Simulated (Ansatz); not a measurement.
**Geometry relaxation, with input and output: Si32C (charge −1) (part 3 of 3)**

The same run, continued: Si32C (defect cell, 33 atoms in the cell, total charge −1); DFT PBEsol, scalar-relativistic, plane waves, PAW, spin-polarised (Ansatz 0.2.0); cutoff 420 eV, 3×3×3 k-mesh, Gaussian smearing of 0.02 eV, collinear spins. The structure derives from a Materials Project entry. It belongs to a series of runs on one base structure; here: C interstitial, charge -1, atoms relaxed at the host's cell.

Trajectory as extended XYZ (Å, eV, eV/Å), 3 of the 13 frames kept, from step=1 to step=13:
```
33
Lattice="5.4338 5.4338 -5.4338 -5.4338 -5.4338 -5.4338 -5.4338 5.4338 5.4338" Properties=species:S:1:pos:R:3:forces:R:3 step=1 energy=-20124.19907
Si   -1.3058   -1.3170   -4.1817   -0.0538   0.0283  -0.1466
Si    1.2502    1.2541   -3.8808   -0.0335  -0.0393   0.0811
Si    4.1911    4.1941   -3.8831    0.0090   0.0008   0.0683
Si   -1.3014    4.0375   -4.1763    0.0650  -0.0682  -0.0747
Si   -3.9554   -1.4605   -1.6809    0.5125  -0.1692   0.1609
Si   -1.4237    1.3390   -1.4059    0.1437   0.1850   0.1847
Si    1.3004    4.1462   -1.3537    0.0309   0.0033   0.0122
Si   -1.3264    1.4358   -6.8404   -0.0375   0.0222   0.0244
Si   -4.1042   -4.0873   -4.2062    0.0203  -0.1137   0.1246
Si   -4.0009    4.1098   -1.4071    0.0471  -0.0083  -0.0017
Si   -1.4776    6.9256   -1.6892   -0.4805   0.4280   0.5169
Si   -4.0257    1.3135    1.2581    0.0191  -0.0095  -0.0264
Si   -1.3992    4.1341    1.2560   -0.0807   0.0657  -0.0753
Si   -4.1218    1.4109   -4.1771    0.0424   0.0256  -0.0201
Si   -4.0969    4.0133    4.0270    0.0590  -0.0018   0.0486
Si   -6.7229    1.3019   -1.3552    0.0317  -0.0145   0.0022
Si   -2.6993   -2.7054   -5.5066   -0.0418   0.0641   0.1199
Si    0.0532    0.0557   -5.5272    0.0377   0.0030   0.0735
Si    2.7236    2.7155   -4.7966    0.0476   0.0355  -0.3691
Si   -2.7116    2.7246   -5.4862   -0.0247   0.0058   0.0356
Si   -5.4942   -2.6843   -2.8901    0.1302  -0.1767  -0.0938
Si   -2.6894    0.0929   -2.8923   -0.3663  -0.3654  -0.1036
Si   -0.0590    2.7450   -2.6636    0.0292  -0.1091  -0.0561
Si    2.7019    5.5044   -2.6646    0.1083  -0.0094  -0.0713
Si   -0.0431   -0.0409   -0.0934    0.0095   0.0142   0.0755
Si   -5.3654    2.7043   -2.6662   -0.0037   0.1177  -0.0649
Si   -2.6872    5.3812   -2.8936   -0.2960   0.1054  -0.1219
Si   -5.2672   -0.1544   -0.1110    0.0250  -0.0126   0.0068
Si   -2.7135    2.7238   -0.0523   -0.0163   0.0079   0.0404
Si   -0.1562    5.6025   -0.1112   -0.0675   0.0708  -0.0327
Si   -5.3712    2.7085    2.5494    0.0909   0.0814  -0.1183
Si   -2.6913    5.3777    2.7681   -0.1337   0.0176  -0.0711
C    -2.7277   -2.7028   -1.1344    0.1769  -0.1848  -0.1281
33
Lattice="5.4338 5.4338 -5.4338 -5.4338 -5.4338 -5.4338 -5.4338 5.4338 5.4338" Properties=species:S:1:pos:R:3:forces:R:3 step=7 energy=-20124.25306
Si   -1.3158   -1.3108   -4.2020   -0.0022  -0.0019   0.0022
Si    1.2566    1.2601   -3.8814   -0.0073  -0.0019   0.0043
Si    4.1886    4.1942   -3.8792    0.0036   0.0055   0.0024
Si   -1.2951    4.0386   -4.1768    0.0003  -0.0041  -0.0028
Si   -3.9319   -1.4857   -1.6648   -0.0004   0.0078  -0.0113
Si   -1.4266    1.3397   -1.4066    0.0027   0.0051   0.0038
Si    1.2954    4.1530   -1.3515    0.0006  -0.0004   0.0022
Si   -1.3246    1.4423   -6.8393   -0.0012   0.0013   0.0026
Si   -4.1080   -4.1034   -4.2022    0.0023  -0.0001   0.0080
Si   -3.9940    4.1125   -1.4006    0.0038   0.0000   0.0010
Si   -1.4930    6.9421   -1.6746    0.0143  -0.0152   0.0119
Si   -4.0213    1.3108    1.2569    0.0008  -0.0010  -0.0027
Si   -1.4004    4.1437    1.2592   -0.0025  -0.0012  -0.0024
Si   -4.1276    1.4169   -4.1756   -0.0006   0.0018  -0.0024
Si   -4.0994    4.0082    4.0327    0.0032   0.0003   0.0005
Si   -6.7215    1.3026   -1.3575    0.0022  -0.0032   0.0025
Si   -2.7113   -2.7077   -5.4990    0.0004   0.0016   0.0018
Si    0.0582    0.0632   -5.5234    0.0020   0.0015   0.0030
Si    2.7512    2.6994   -4.8154    0.0160  -0.0160  -0.0121
Si   -2.7100    2.7255   -5.4795   -0.0013  -0.0008   0.0005
Si   -5.4805   -2.6937   -2.8966    0.0087  -0.0068  -0.0041
Si   -2.7246    0.0629   -2.8977   -0.0022  -0.0127  -0.0005
Si   -0.0558    2.7384   -2.6661    0.0014  -0.0056  -0.0027
Si    2.7103    5.5056   -2.6639    0.0024  -0.0002  -0.0054
Si   -0.0490   -0.0434   -0.0896   -0.0003  -0.0020   0.0036
Si   -5.3643    2.7190   -2.6643   -0.0004   0.0035  -0.0025
Si   -2.7007    5.3877   -2.8974   -0.0103   0.0122  -0.0059
Si   -5.2573   -0.1603   -0.1151   -0.0017   0.0015  -0.0026
Si   -2.7080    2.7255   -0.0456   -0.0008   0.0028   0.0007
Si   -0.1720    5.6215   -0.1124   -0.0037   0.0034  -0.0051
Si   -5.3734    2.7150    2.5346   -0.0048   0.0067  -0.0013
Si   -2.7046    5.3787    2.7703   -0.0044   0.0019  -0.0040
C    -2.7070   -2.7027   -1.1441   -0.0208   0.0165   0.0169
33
Lattice="5.4338 5.4338 -5.4338 -5.4338 -5.4338 -5.4338 -5.4338 5.4338 5.4338" Properties=species:S:1:pos:R:3:forces:R:3 step=13 energy=-20124.27597
Si   -1.3236   -1.3025   -4.2072   -0.0017   0.0004   0.0048
Si    1.2675    1.2784   -3.8861    0.0043  -0.0070   0.0010
Si    4.1715    4.1801   -3.8865   -0.0004  -0.0053   0.0020
Si   -1.3044    4.0448   -4.1848    0.0013  -0.0022   0.0009
Si   -3.9413   -1.4762   -1.6324    0.0018  -0.0054  -0.0052
Si   -1.4163    1.3434   -1.4275    0.0025   0.0014   0.0002
Si    1.2760    4.1734   -1.3274   -0.0066   0.0078   0.0016
Si   -1.3279    1.4317   -6.8615   -0.0041  -0.0037  -0.0014
Si   -4.1166   -4.0957   -4.2073    0.0045   0.0083   0.0070
Si   -3.9849    4.1201   -1.3798   -0.0040  -0.0073  -0.0035
Si   -1.5144    6.9645   -1.7106   -0.0020   0.0023  -0.0049
Si   -4.0291    1.3199    1.2487    0.0016  -0.0025   0.0022
Si   -1.4082    4.1524    1.2711   -0.0061  -0.0013   0.0014
Si   -4.1368    1.4244   -4.1633    0.0015   0.0062   0.0047
Si   -4.1043    4.0013    4.0533    0.0096   0.0047  -0.0028
Si   -6.7327    1.3144   -1.3765   -0.0027   0.0056  -0.0017
Si   -2.7156   -2.7034   -5.5066    0.0077  -0.0094  -0.0052
Si    0.0569    0.0764   -5.5180    0.0006   0.0040  -0.0024
Si    2.9941    2.4537   -4.8241    0.0044   0.0067   0.0040
Si   -2.7068    2.7067   -5.4808   -0.0008  -0.0042  -0.0036
Si   -5.4728   -2.6808   -2.8932   -0.0025  -0.0007   0.0024
Si   -2.7374    0.0553   -2.8936   -0.0002   0.0016   0.0014
Si   -0.0460    2.7609   -2.6751    0.0003  -0.0007   0.0017
Si    2.6887    5.4946   -2.6759    0.0039   0.0014   0.0028
Si   -0.0613   -0.0419   -0.0842   -0.0067  -0.0050  -0.0052
Si   -5.3565    2.7468   -2.6534    0.0001   0.0005   0.0035
Si   -2.7168    5.3875   -2.9056    0.0033   0.0001   0.0051
Si   -5.2845   -0.1340   -0.1268   -0.0050   0.0076   0.0011
Si   -2.6905    2.7222   -0.0465    0.0025   0.0023  -0.0026
Si   -0.2216    5.6711   -0.0951    0.0007  -0.0018  -0.0065
Si   -5.3715    2.7326    2.5281    0.0006  -0.0047   0.0020
Si   -2.7309    5.3730    2.7795   -0.0047  -0.0016   0.0046
C    -2.7197   -2.6958   -1.1193   -0.0036   0.0018  -0.0096
```

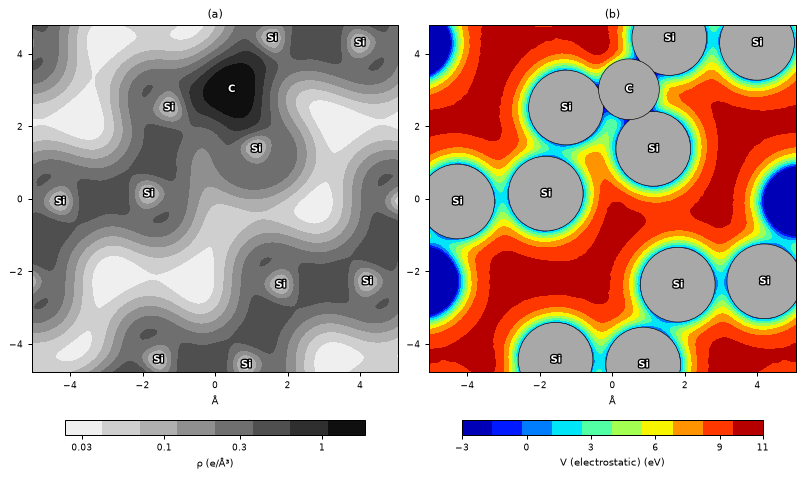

Figure 1. (a) valence electron density; (b) electrostatic potential energy of an electron on the (11̄0) plane of the calculation cell. Grey discs, where drawn, cover atomic cores. Si–C (1.77 Å): the density is about 1 e/Å³ at the midpoint. Si–Si (2.39 Å): ρ at the midpoint is about 0.54 e/Å³, a local maximum along the line. Si–Si (2.44 Å): ρ at the midpoint is about 0.49 e/Å³, a local maximum along the line. Away from the nuclei the density in this plane falls to 0.02 e/Å³ at its lowest. Outside the cores the potential energy rises away from the atoms and is highest about 1.6 Å from the nearest atoms; outside the discs it spans about 12 eV, and its zero is arbitrary. The fields are those of the smooth PAW valence density.

The run was set up as follows.

Input file:
```yaml
crystal:
  lattice:
    - [5.4338341026, 5.4338341026, -5.4338341026]
    - [-5.4338341026, -5.4338341026, -5.4338341026]
    - [-5.4338341026, 5.4338341026, 5.4338341026]
  atoms:
    - { symbol: Si, position: [0.263596732, 0.5049383974, -0.0010297657], spin: 0.091 }
    - { symbol: Si, position: [0.4724938208, 0.2420581851, 0.0003533017] }
    - { symbol: Si, position: [0.7432373379, -0.0283385148, 0.0002786904] }
    - { symbol: Si, position: [0.7558036224, 0.5040390837, 0.4912614968] }
    - { symbol: Si, position: [0.0202794916, 0.5186345016, 0.2295746502], spin: 0.091 }
    - { symbol: Si, position: [0.2525733824, 0.260369891, 0.2542154448] }
    - { symbol: Si, position: [0.5060826799, 0.0049055812, 0.2618642341] }
    - { symbol: Si, position: [0.7615393081, 0.7514735062, 0.254160836] }
    - { symbol: Si, position: [0.0109419204, 0.764691652, 0.0015509383], spin: 0.091 }
    - { symbol: Si, position: [0.507645879, 0.4976205586, 0.7463187421] }
    - { symbol: Si, position: [0.7926974439, 0.2913999814, 0.7732320674], spin: 0.091 }
    - { symbol: Si, position: [0.0050994973, 0.2546680707, 0.4912947472] }
    - { symbol: Si, position: [0.2648373171, 0.0131831187, 0.5091577732] }
    - { symbol: Si, position: [0.514187985, 0.7636283144, 0.5090977226] }
    - { symbol: Si, position: [-0.0012663228, 0.0064279384, 0.746264819] }
    - { symbol: Si, position: [0.2444993978, 0.7433156231, 0.7384060531] }
    - { symbol: Si, position: [0.2577489951, 0.7550714014, -0.000565053], spin: 0.091 }
    - { symbol: Si, position: [0.5137108632, 0.5036939057, 0.0002276948] }
    - { symbol: Si, position: [0.6912358268, 0.1907474789, -0.0007404935], spin: 0.091 }
    - { symbol: Si, position: [0.7555288724, 0.7543343401, 0.5002196036] }
    - { symbol: Si, position: [0.0189362387, 0.7714875821, 0.2585588679], spin: 0.091 }
    - { symbol: Si, position: [0.2746890506, 0.5136035134, 0.2560174523], spin: 0.091 }
    - { symbol: Si, position: [0.4976730699, 0.250516311, 0.2580064355] }
    - { symbol: Si, position: [0.7516772542, -0.0034349319, 0.2578696399] }
    - { symbol: Si, position: [0.0048373903, 0.0125667094, 0.0002092915] }
    - { symbol: Si, position: [0.4941682097, 0.7390345564, 0.7425380257] }
    - { symbol: Si, position: [0.7614160868, 0.5135235635, 0.742418438], spin: 0.091 }
    - { symbol: Si, position: [-0.003988462, 0.4948828975, 0.4704636879] }
    - { symbol: Si, position: [0.2554437067, 0.2545005842, 0.5003161941] }
    - { symbol: Si, position: [0.5257521116, 0.0246081072, 0.5298940033] }
    - { symbol: Si, position: [0.0146416514, 0.2596475324, 0.7434657305], spin: 0.091 }
    - { symbol: Si, position: [0.2401305187, -0.0070690906, 0.7424761215] }
    - { symbol: C, position: [-0.1443220474, 0.3553795072, 0.0022912304], spin: 0.091 }
  host:
    lattice:
      - [0.0, 2.7169170513, 2.7169170513]
      - [2.7169170513, 0.0, 2.7169170513]
      - [2.7169170513, 2.7169170513, 0.0]
    atoms:
      - { symbol: Si, position: [0.25, 0.25, 0.25] }
      - { symbol: Si, position: [0.0, 0.0, 0.0] }
total_charge: -1
basis:
  ecutwfc: 420
  xc_grid: 2
kpoints:
  mp_grid: { grid: [3, 3, 3], shift: [0.0, 0.0, 0.0] }
hamiltonian:
  xc: pbesol
scf:
  occupations: { method: gaussian, width: 0.02 }
output:
  forces: true
  stress: false
  eigenvalues: true
  populations: true
  charged_corrections:
    defect_position: [0.0, 0.5, 0.0]
    epsilon: [[13.2922, 0.0, 0.0], [0.0, 13.2922, 0.0], [0.0, 0.0, 13.2922]]
  write_density: true
  write_potential: true
  elf: true
  volumetric_format: npy
magnetization:
  spin_polarized: true
relax:
  adjacent_minimum: "off"
  f_tol: 0.025
  max_steps: 45
```

Command:
```bash
ansatz run input.yaml --threads 4 --pin off --max-ram 10240MiB --backend cpu --events-out ev --progress --plain --runs-dir out
```

Summary:

- outcome: converged
- electrons treated: 133
- free energy: −20124.2760 eV
- Fermi energy: 6.671 eV
- gap on the k-point mesh: none (metallic)
- net moment of the cell: 0.80 μB
- integrated absolute moment: 0.83 μB
- final volume: 641.77 Å³
- largest force (length of the vector) at the end: 0.013 eV/Å
- hardware: 4 threads of Intel Xeon (Granite Rapids), 32 GiB of memory available, shared host
- wall time: 8.9 min (CPU time 34 min)
- peak memory: 2.6 GiB

Remarks:

The cell is charged and computed with a neutralising background, so its energy and pressure depend on the cell and aren't those of a real crystal.
